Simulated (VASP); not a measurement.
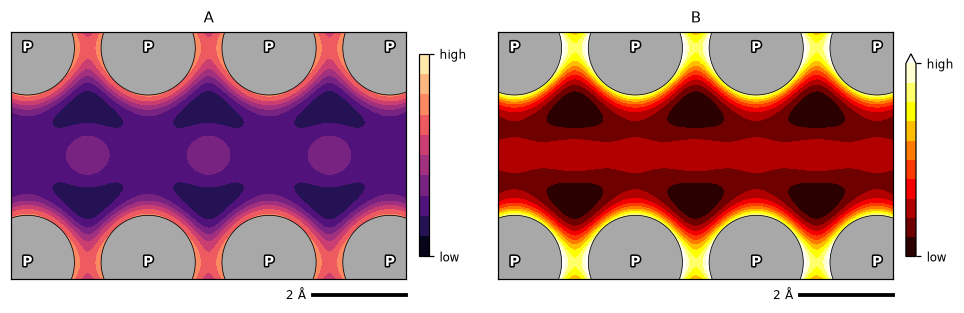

P: 2 fields on the (11̄0) plane of the conventional cell, with unlabelled colour scales. Grey discs cover the atomic cores.

Space group P6/mmm; a generated structure, not necessarily the stable one; changed on purpose from its base cell (volume × 1.08); computed pressure about −6 GPa in this cell.

Method: VASP 6.6.1, Kohn-Sham DFT of a periodic cell, RPBE, VASP PAW PBE potentials, recommended.

**The panels show electron localisation function and valence pseudo-density in some order. Assign them.**

Panel A: electron localisation function. Panel B: valence pseudo-density. From the grid: P–P (2.59 Å): ρ is about 0.39 e/Å³ halfway; the ELF peaks at about 0.85 in the valence shell of P, 0.8 Å from its nucleus, and drops to about 0.65 between the two atoms.
